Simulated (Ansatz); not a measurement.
# Gap of orthorhombic BaTiO3 (Amm2) under hydrostatic, biaxial and uniaxial strain with LDA, HSE06 and G0W0@LDA

Compressing BaTiO3 by 1.5 % along x removes three times as much volume as compressing it by 0.5 % along z. Yet the first strain leaves the gap almost where it was, and the second narrows it. If volume governed the gap, the order would be reversed.

The question matters wherever BaTiO3 is held under strain, because the gap bears on band offsets, leakage and the absorption edge. We follow the fundamental gap of the Amm2 phase over five strained cells, each measured against the unstrained cell at the same level of theory. The strains run from 2 % biaxial compression to 2 % hydrostatic expansion. No measured gap is listed, so the comparison is between strains and between levels.

## Computational details

Structures are measured cells from a diffraction database. Ansatz 0.2.0, plane waves with PAW (wavefunction cutoff 420 eV), no spin polarisation. Each strain is applied to the cell (the percentage is the linear strain of the axes named; hydrostatic means all three), the extent of the cell along the other Cartesian axes held, ions relaxed with LDA. Levels, all on every cell: semilocal functionals (gap from a band path, or from the mesh plus edge points), self-consistent hybrids (mesh plus edge points), and one-shot G0W0 by contour deformation with a screening cutoff of 140 eV and empty bands chosen to reach 140 eV, short of the basis limit, its correction on the mesh added to the start's gap over the zone. No spin-orbit coupling. The PAW files of Ansatz are those of its set soft_1.

Notes on method and selection:

- The G0W0 steps are scalar-relativistic: spin-orbit coupling is not in them.
- Band edges were sought on the mesh and at the high-symmetry points alone; a valley that lies between them, or moves off them under strain, can be missed.
- Runs that did not converge, have known faults or may not be shown are not listed, and runs on Ansatz's PAW sets soft_1 and soft_2 are kept to separate tables.

Columns:

- volume change (%): change of the cell volume from the unstrained cell.
- edges: k points of the valence and conduction edge (symmetry labels, or fractions of the reciprocal vectors of the cell).
- gap (eV): fundamental gap over the zone.

## Results

| member | level of theory | volume change (%) | edges | gap (eV) |
| --- | --- | --- | --- | --- |
| biaxial xy −2 % | LDA | −3.96 | A_0 to Γ | 2.08 |
| uniaxial x −1.5 % | LDA | −1.50 | A_0 to Γ | 2.19 |
| uniaxial z −0.5 % | LDA | −0.50 | A_0 to Γ | 2.16 |
| unstrained | LDA | 0.00 | A_0 to Γ | 2.18 |
| hydrostatic +1 % | LDA | 3.03 | (-0.5, -0.5, -0.5) to Γ | 2.28 |
| hydrostatic +2 % | LDA | 6.12 | A_0 to Γ | 2.37 |
| biaxial xy −2 % | HSE06 | −3.96 | A_0 to Γ | 3.62 |
| uniaxial x −1.5 % | HSE06 | −1.50 | (-0.5, -0.5, -0.5) to Γ | 3.74 |
| uniaxial z −0.5 % | HSE06 | −0.50 | A_0 to Γ | 3.69 |
| unstrained | HSE06 | 0.00 | (-0.5, -0.5, -0.5) to Γ | 3.72 |
| hydrostatic +1 % | HSE06 | 3.03 | A_0 to Γ | 3.82 |
| hydrostatic +2 % | HSE06 | 6.12 | A_0 to Γ | 3.92 |
| biaxial xy −2 % | G0W0@LDA | −3.96 | (-0.5, -0.5, -0.5) to Γ | 3.79 |
| uniaxial x −1.5 % | G0W0@LDA | −1.50 | (-0.5, -0.5, -0.5) to Γ | 3.94 |
| uniaxial z −0.5 % | G0W0@LDA | −0.50 | (-0.5, -0.5, -0.5) to Γ | 3.88 |
| unstrained | G0W0@LDA | 0.00 | (-0.5, -0.5, -0.5) to Γ | 3.92 |
| hydrostatic +1 % | G0W0@LDA | 3.03 | (-0.5, -0.5, -0.5) to Γ | 4.05 |
| hydrostatic +2 % | G0W0@LDA | 6.12 | (-0.5, -0.5, -0.5) to Γ | 4.18 |

gap (eV) against volume change (%):

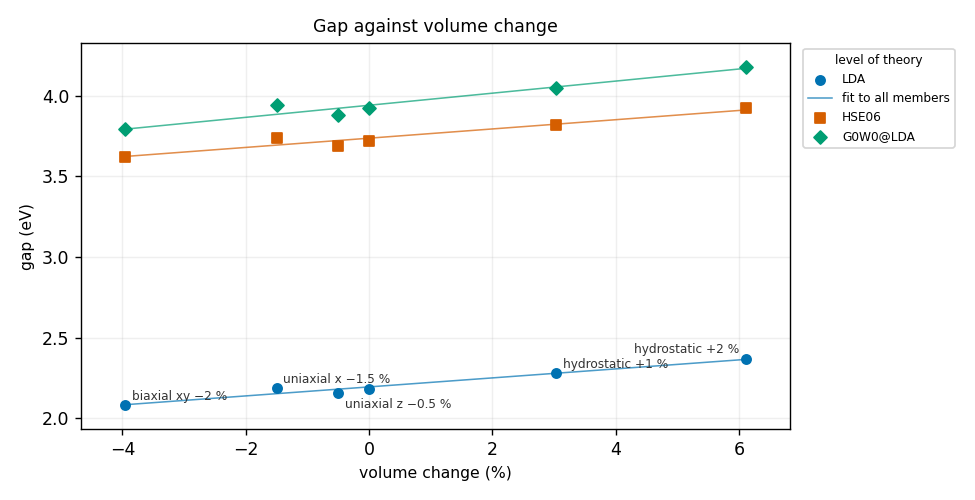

Least-squares fits to the whole series, with x = volume change (%); R² and errors in the fitted variable (y, or ln y where the fit is in ln y):

| y | level of theory | members | fit | R² | rms residual | leave-one-out rms | the same for the mean of the others |
| --- | --- | --- | --- | --- | --- | --- | --- |
| gap (eV) | LDA | 6 | y = 2.195 + 0.02790 x | 0.96 | 0.019 | 0.024 | 0.11 |
| gap (eV) | HSE06 | 6 | y = 3.736 + 0.02863 x | 0.94 | 0.024 | 0.032 | 0.12 |
| gap (eV) | G0W0@LDA | 6 | y = 3.940 + 0.03743 x | 0.94 | 0.030 | 0.040 | 0.15 |

## Mechanism

Expansion widens the gap. From the unstrained cell to hydrostatic +2 %, it grows by 2.37 − 2.18 = 0.19 eV in LDA, 0.20 eV in HSE06 and 0.26 eV in G0W0. The straight line in volume follows the series far better than a constant would, with a leave-one-out error of 0.040 eV against 0.15 eV in G0W0. It still puts the two uniaxial members in the wrong order at every level.

A better variable is the sum of the strains along y and z, with x left out:

$$\Delta E_g \approx c\,(\varepsilon_y+\varepsilon_z)$$

We set $c$ from hydrostatic +2 % alone, where the sum is 4 %. In G0W0 this gives 0.26 / 4 = 0.065 eV per percent; HSE06 gives 0.050 and LDA 0.048. The other four strained cells then test the rule. In G0W0 it predicts −0.13, 0.00, −0.03 and +0.13 eV for biaxial xy, uniaxial x, uniaxial z and hydrostatic +1 %; the computed changes are −0.13, +0.02, −0.04 and +0.13 eV. The typical miss is about 0.01 eV at each level. We chose the variable after seeing the data, and only the uniaxial x member directly shows that x carries little weight.

The likely mechanism is the off-centre shift of Ti. At Γ in the cubic, centred structure, symmetry keeps the Ti 3d conduction edge from mixing with O 2p. A polar shift $u$ switches the mixing on and pushes the edge up by roughly $V^2/E_g$, with $V$ proportional to $u$. Stretching the plane in which Ti moves gives it room to shift further, so the gap opens. In the standard setting of Amm2 that plane is yz, with the polarisation along z; we assume that the Cartesian axes follow this setting. The Ti displacements, which would test the explanation, are not shown in the table.

## Where the trend breaks

Largest departures from the fit to the whole series:

| member | level of theory | gap (eV) | fit | computed − fit | in rms residuals |
| --- | --- | --- | --- | --- | --- |
| uniaxial x −1.5 % | LDA | 2.19 | 2.15 | +0.04 | 2.0 |
| uniaxial x −1.5 % | HSE06 | 3.74 | 3.69 | +0.05 | 1.9 |
| uniaxial x −1.5 % | G0W0@LDA | 3.94 | 3.88 | +0.06 | 1.9 |
| uniaxial z −0.5 % | G0W0@LDA | 3.88 | 3.92 | −0.04 | 1.4 |

Uniaxial x −1.5 % lies farthest from the volume line at all three levels, by +0.04 to +0.06 eV. In G0W0 the slope calls for a change of 0.03743 × (−1.50) = −0.06 eV from the unstrained cell, whereas the computed change is +0.02 eV. The likeliest reason is that this strain leaves the plane of the Ti shift untouched. The small rise itself is close to the printed resolution. Its sign would suit the stronger electrostatic splitting between O 2p and Ti 3d levels in a compressed crystal.

Uniaxial z −0.5 % lies 0.04 eV below the line in G0W0. About half of that is not specific to this strain: the line passes through 3.940 eV at zero volume change, 0.02 eV above the computed unstrained gap, partly because the x member pulls it up. The rest fits a compression acting along the polar axis, which should reduce the Ti shift.

The valence edge alternates between A_0 and the point given in fractions, but these are close neighbours. The alternation is therefore no move to a distant valley, and it does not explain either departure.

## Applications

**Can we compute the strain shifts in LDA and add one correction from the unstrained cell?**

For HSE06 the correction is 3.72 − 2.18 = 1.54 eV. Added to the LDA gaps, it reproduces every HSE06 gap to 0.01 eV, even though the LDA k mesh is denser.

For G0W0 the correction is 3.92 − 2.18 = 1.74 eV. At hydrostatic +2 % this gives 2.37 + 1.74 = 4.11 eV against 4.18 eV, which is 0.07 eV too low. At biaxial −2 % it gives 2.08 + 1.74 = 3.82 eV against 3.79 eV, which is 0.03 eV too high. LDA is therefore enough for the sign and rough size of a shift, but it understates the G0W0 response. G0W0 is itself an imperfect reference: without lattice vibrations, one-shot gaps of titanates tend to lie above measured ones.

**In the biaxial xy −2 % cell, which axis narrows the gap?**

We take G0W0 and assume that the effects of the axes add.

1. Compression along x by 1.5 % changes the gap by +0.02 eV, so 2 % should give about 0.02 × 2 / 1.5 = +0.03 eV.
2. The biaxial cell changes by 3.79 − 3.92 = −0.13 eV.
3. The y axis must then supply −0.13 − 0.03 = −0.16 eV, or 0.08 eV per percent.

The z axis gives the same figure, 0.04 / 0.5 = 0.08 eV per percent, though rounding makes that uncertain by about 0.02. If the effects do add, the narrowing comes from y.

## What to take away

Volume gives the general direction of the gap but is not enough to predict it when the strain is uniaxial. The summed strain along y and z does better over the range covered, from −2 % to +4 %. Every expanded cell here is hydrostatic and every compressed one is not, so hydrostatic compression and tension along a single axis remain untested.

These cells are also clamped along the unstrained axes. A film compressed in the xy plane would be free to lengthen along z, which should offset part of the narrowing found for the biaxial cell.

As for absolute values, LDA gaps are too small, as is usual for semilocal functionals. Spin-orbit coupling would lower the Ti 3d edge, and with it the gap, slightly; zero-point vibrations would lower the gap further. An optical onset can also lie below the fundamental gap because of electron–hole attraction.
